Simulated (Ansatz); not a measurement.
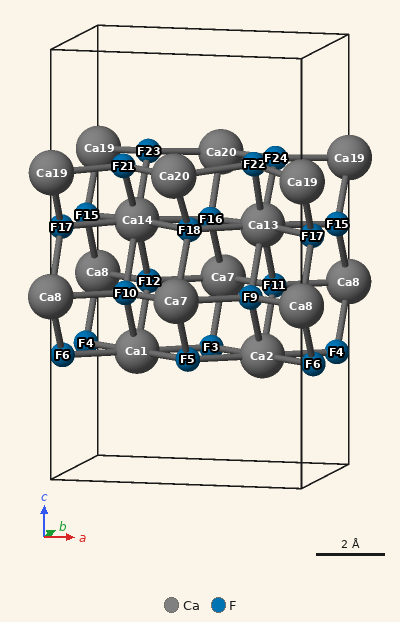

*The input geometry (ball-and-stick view of the cell of the calculation, with the vacuum cut short, seen slightly off an axis; atoms are numbered from 1 in the order of the input).*

**Run report: CaF₂, single-point calculation (part 1 of 2)**

The run: single-point calculation of CaF₂ (slab, 24 atoms in the cell). Method and program: DFT PBE+D3(BJ), scalar-relativistic, plane waves, PAW, no spin polarisation (Ansatz 0.2.0).

The structure derives from an entry of the Crystallography Open Database. It belongs to a series of runs on one base structure; here: the slab at its places in the relaxed adsorbed structure. Figures and captions count atoms from 1; the log counts them from 0 in places.

**The program's output**
```
Engine: ansatz 0.2.0, x86_64-unknown-linux-gnu
Pseudopotentials: kind: paw
Pseudopotential: Ca, paw, valence charge 10, recommended cutoff 420 eV (normal), Ca.paw.azcp
Pseudopotential: F, paw, valence charge 7, recommended cutoff 420 eV (normal), F.paw.azcp
Functional definition: PBE
  parameter kappa = 0.804
  parameter beta = 0.06672455060314922
  exchange = pbe_x(kappa = kappa, mu = beta*pi^2/3)
  correlation = pbe_c(beta = beta)
Crystal: 24 atoms, lattice volume = 1086.036 Å³
Basis set: ecut = 420 eV, 21183 PW (Γ), exchange–correlation on 108×80×360 points (8 copies of the dense FFT grid, shifted against one another)
Bands: 120, of which v1, the nominal top of the filled ones, is band 96 counted from 1 (95 counted from 0)
Symmetry: 1 space group operations
Space group: P1 (ITA 1), of the structure as read, at distance tolerance 1.0e-4 Å
k-points: 4 of 6 (time reversal used)
Non-local potential: Ca, projectors of the file, l = 0: 3, l = 1: 2, l = 2: 2
Non-local potential: F, projectors of the file, l = 0: 2, l = 1: 2, l = 2: 1
PAW form: soft (Blöchl's): semilocal exchange-correlation on the pseudo side does not see the compensation charge
PAW one-centre angular grid: Ca, 110 points (default); XC on 64 Gauss nodes
PAW one-centre angular grid: F, 110 points (default); XC on 64 Gauss nodes
Initial density: superposition of atomic densities (neutral atoms: chi_scale 0, normalization atom), corrected by the library's trained network
Initial wavefunctions: pseudopotential atomic-orbital guess
Functional: x = pbe(κ = 0.804, μ = 0.2195149727645171), c = pbe(β = 0.06672455060314922)
SCF iter   1: F=—  HF=-27517.583703 eV  |F-HF|=—  |Δ(HF+E_count)|=         —  Δρ=9.23e-4  dr2=1.17e-2  ethr=1.77e-3  p=-0.098 e·Å  D=-1.64e-2 V/Å  ΔV_dip=0.42 eV  dr2_dipole=4.13e-4  V_vac-E_F(+/−)=3.86/3.44 eV  ⟨swp⟩=8.8  Hψ=2275  notcnv=0  defer=35
efield: sawtooth ramp at fractional position 0.9073 (placed from the atoms, in the widest stretch of the axis that holds none; the zero of the levels goes with the place), width 0.0400; the density the first Hamiltonian is built on has a dipole p = -0.098 e·Å; the dipole correction subtracts the counter field D = -1.64e-2 V/Å, which shifts the + side's vacuum level by +0.42 eV against the − side's; the planar-averaged density in the ramp window peaks in size at 3.9e-7 e/Å³
preconditioner: auto → Resta (q_TF=auto, 2.044 Å⁻¹)  ε∞=1.8  [insulator: Δε(μ)=4.829 eV  Ē_g=16.951 eV  σ=0.050 eV  W_gap=1.00  n_scr=158 (ndim 8)  ℏωp=14.9 eV  f_vac=0.677  D(μ)=0.00/eV (n_scr^D=0)  ε∞_Penn≈1.8  vacuum switching on, ρ_ref=2.1e-2 e/Å³]
SCF iter   2: F=—  HF=-27517.596415 eV  |F-HF|=—  |Δ(HF+E_count)|=   1.27e-2  Δρ=7.61e-4  dr2=4.07e-3  ethr=6.08e-6  p=-0.124 e·Å  D=-2.06e-2 V/Å  ΔV_dip=0.53 eV  dr2_dipole=3.43e-5  V_vac-E_F(+/−)=3.88/3.35 eV  ⟨swp⟩=2.2  Hψ=954  notcnv=0  defer=76
SCF iter   3: F=—  HF=-27517.596439 eV  |F-HF|=—  |Δ(HF+E_count)|=   2.41e-5  Δρ=1.81e-4  dr2=3.22e-4  ethr=2.12e-6  p=-0.128 e·Å  D=-2.14e-2 V/Å  ΔV_dip=0.55 eV  dr2_dipole=1.62e-5  V_vac-E_F(+/−)=3.89/3.34 eV  ⟨swp⟩=2.0  Hψ=745  notcnv=0  defer=76
SCF iter   4: F=—  HF=-27517.597233 eV  |F-HF|=—  |Δ(HF+E_count)|=   7.94e-4  Δρ=7.12e-5  dr2=4.14e-5  ethr=1.68e-7  p=-0.136 e·Å  D=-2.27e-2 V/Å  ΔV_dip=0.58 eV  dr2_dipole=5.94e-7  V_vac-E_F(+/−)=3.89/3.31 eV  ⟨swp⟩=2.0  Hψ=708  notcnv=0  defer=76
SCF iter   5: F=—  HF=-27517.596872 eV  |F-HF|=—  |Δ(HF+E_count)|=   3.61e-4  Δρ=2.09e-5  dr2=3.26e-6  ethr=2.16e-8  p=-0.138 e·Å  D=-2.30e-2 V/Å  ΔV_dip=0.59 eV  dr2_dipole=3.71e-10  V_vac-E_F(+/−)=3.89/3.30 eV  ⟨swp⟩=2.0  Hψ=826  notcnv=0  defer=76
SCF iter   6: F=—  HF=-27517.596874 eV  |F-HF|=—  |Δ(HF+E_count)|=   2.48e-6  Δρ=1.12e-5  dr2=7.80e-7  ethr=1.70e-9  p=-0.138 e·Å  D=-2.30e-2 V/Å  ΔV_dip=0.59 eV  dr2_dipole=1.27e-9  V_vac-E_F(+/−)=3.89/3.29 eV  ⟨swp⟩=2.0  Hψ=721  notcnv=0  defer=76
SCF iter   7: F=-27517.596874 eV  HF=-27517.596874 eV  |F-HF|=7.97e-8  |Δ(HF+E_count)|=   1.30e-8  Δρ=2.38e-6  dr2=3.74e-8  ethr=5.21e-11  p=-0.138 e·Å  D=-2.30e-2 V/Å  ΔV_dip=0.59 eV  dr2_dipole=1.08e-10  V_vac-E_F(+/−)=3.89/3.29 eV  ⟨swp⟩=21.5  Hψ=3416  notcnv=0
SCF 1 converged in 7 iterations: F = -27517.596874 eV  dr2 = 3.74e-8
  greatest PAW one-centre occupation: 0.995 electrons in one spin orbital (limit 2), on the Ca atom at site 7 (counted from 0), in its partial waves of l = 0
```

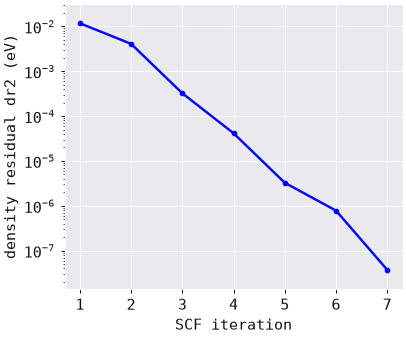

*Convergence of the self-consistent field: density residual dr2 against the SCF iteration.*

The residual falls at every step.

```
SCF converged after 7 iterations
Free energy (F): -27517.596874 eV
Harris-Foulkes:  -27517.596874 eV  (|F-HF|=7.97e-8)
Internal energy: -27517.596874 eV  (E = F + TS)
E sigma→0 (E₀):  -27517.596874 eV
Fermi energy:    -0.591402 eV
Dipole field:    D = -0.023023 V/Å  (p = -0.138181 e·Å, saw-weighted, corrected)
Work function:   Φ+ = 3.8855 eV   Φ− = 3.2945 eV
Levels:          The Fermi level and band energies are counted from a zero that moves with the ramp; work functions are not
--- Per-component energies (eV) ---
  E_band       = -2847.107847
  E_kinetic    = 5538.965167
  E_local      = -182833.844381  (includes V_loc(G=0)·N_el)
  E_nonlocal   = 1679.762267
  E_hartree    = 88682.016594
  E_xc         = -2388.299257
  E_vxc        = -3023.180485  (∫ρ·V_xc dr)
  E_paw        = -10074.688404  (= ΣΔE_a)
  E_vpaw       = -1572.576005  (= ΣTr[D̂ρ^β])
  E_aug_tail   = 0.032819  (compensation charges beyond the density's cutoff)
  E_efield     = 0.001591  (sawtooth field / dipole correction)
  E_vefield    = -0.309302  (∫n·V_field dr)
  E_ewald      = 71881.103743
  E_disp       = -2.647013  (pairwise vdW)
  E_smearing   = -0.000000  (= −TS)
  E_closure    = -0.000000  (closes the sum)
  Σ components = -27517.596874   (vs F -27517.596874, Δ=0.00e0)
--- Forces (eV/Å), atoms counted from 1 ---
  atom   1  Ca    -0.00927999     0.02153876     1.34044819
  atom   2  Ca     0.00910387    -0.00969005     1.33659836
  atom   3  F      0.00510998    -0.54580193    -0.40842088
  atom   4  F     -0.00510795    -0.55468731    -0.42065909
  atom   5  F     -0.00652934     0.54611050    -0.40547866
  atom   6  F      0.00668944     0.55280252    -0.41543431
  atom   7  Ca     0.02165628    -0.00982066    -0.54438139
  atom   8  Ca    -0.01589395    -0.01340796    -0.58245026
  atom   9  F     -0.04453339     0.16737456    -0.04545952
  atom  10  F      0.05254267     0.15232250     0.10903713
  atom  11  F     -0.02177142    -0.13749054     0.01721272
  atom  12  F      0.01894331    -0.15765634    -0.01107938
  atom  13  Ca     0.04955919    -0.17272998     0.25762980
  atom  14  Ca    -0.05484368    -0.01391266    -0.18684681
  atom  15  F      0.05956219     0.00246717     0.01558664
  atom  16  F     -0.06511712     0.04950567     0.08019444
  atom  17  F      0.13138882    -0.00581852    -0.05375719
  atom  18  F     -0.11505219    -0.04072410     0.01979805
  atom  19  Ca    -0.50099612     0.19738192    -0.18782792
  atom  20  Ca     0.50912490     0.24110532    -0.38726977
  atom  21  F      0.19226590     0.02064075     0.23115826
  atom  22  F     -0.17252783    -0.24553221    -0.08146521
  atom  23  F      0.11615216    -0.02057391     0.17492867
  atom  24  F     -0.16044467    -0.02339938     0.14798798
  max |Σ_I F_I| component: 4.99e-5 eV/Å
--- Band table (eV) ---
  k-point 0: bands = ["-40.6737", "-40.6640", "-40.5037", "-40.1346", "-39.9361", "-39.7957", "-39.7150", "-39.6527", "-24.2134", "-24.0187", "-23.9730", "-23.8463", "-23.6902", "-23.6441", "-23.5686", "-23.4554", "-23.4500", "-23.2424", "-23.0794", "-23.0544", "-22.9296", "-22.7658", "-22.6784", "-22.3242", "-21.6961", "-21.6508", "-21.5786", "-21.5519", "-21.5014", "-21.3426", "-21.2952", "-21.2517", "-21.1712", "-21.1119", "-20.9547", "-20.9329", "-20.9042", "-20.7807", "-20.7016", "-20.6454", "-20.6260", "-20.6032", "-20.5484", "-20.5019", "-20.4418", "-20.2669", "-20.2420", "-20.2173", "-6.3530", "-6.2208", "-6.1524", "-5.9011", "-5.8693", "-5.7573", "-5.6343", "-5.6011", "-5.5442", "-5.4635", "-5.3989", "-5.3838", "-5.3736", "-5.3686", "-5.3241", "-5.2878", "-5.1188", "-5.0015", "-4.9477", "-4.8815", "-4.8349", "-4.7844", "-4.7444", "-4.7387", "-4.5962", "-4.5760", "-4.5361", "-4.3787", "-4.3310", "-4.2781", "-4.2620", "-4.2291", "-4.2115", "-4.1774", "-4.1012", "-4.0690", "-4.0399", "-4.0142", "-3.9224", "-3.8758", "-3.8679", "-3.8377", "-3.7590", "-3.6329", "-3.5756", "-3.3036", "-3.2102", "-2.9760", "1.7884", "2.3156", "3.0027", "3.4760", "3.6688", "3.9370", "3.9681", "4.0085", "4.1624", "4.2620", "4.3365", "4.5433", "4.5694", "4.7439", "4.8063", "4.8166", "4.8506", "4.8551", "4.8683", "4.9048", "5.0879", "5.1410", "5.1599", "5.3534"]
  k-point 1: bands = ["-40.6736", "-40.6640", "-40.5036", "-40.1342", "-39.9362", "-39.7954", "-39.7154", "-39.6529", "-24.1133", "-24.0471", "-23.9252", "-23.7827", "-23.7315", "-23.6647", "-23.5795", "-23.4643", "-23.3774", "-23.3700", "-23.1785", "-23.0080", "-22.9288", "-22.7940", "-22.7517", "-22.3646", "-21.6573", "-21.6532", "-21.5979", "-21.5513", "-21.4707", "-21.3710", "-21.2879", "-21.2688", "-21.1390", "-21.0306", "-20.9400", "-20.9128", "-20.9081", "-20.7305", "-20.7025", "-20.6833", "-20.6772", "-20.5386", "-20.4856", "-20.4314", "-20.4020", "-20.3530", "-20.3165", "-20.2780", "-6.0165", "-5.9620", "-5.9074", "-5.7213", "-5.6402", "-5.6077", "-5.5921", "-5.5546", "-5.5417", "-5.4799", "-5.4335", "-5.2518", "-5.2277", "-5.2064", "-5.1385", "-5.1037", "-5.0785", "-4.9822", "-4.9640", "-4.9458", "-4.9290", "-4.8111", "-4.7539", "-4.7335", "-4.6167", "-4.5728", "-4.5057", "-4.4925", "-4.4380", "-4.4290", "-4.3760", "-4.3079", "-4.2846", "-4.2348", "-4.1426", "-4.1319", "-4.0866", "-4.0495", "-4.0138", "-3.9792", "-3.9709", "-3.9536", "-3.9229", "-3.7947", "-3.7353", "-3.6462", "-3.6267", "-3.3617", "2.2567", "2.8067", "3.5335", "3.7704", "3.8150", "4.1104", "4.1466", "4.2305", "4.2677", "4.3715", "4.5618", "4.6069", "4.6579", "4.6972", "4.8359", "4.8519", "4.9546", "5.0626", "5.1085", "5.1580", "5.1982", "5.2193", "5.2773", "5.3232"]
```
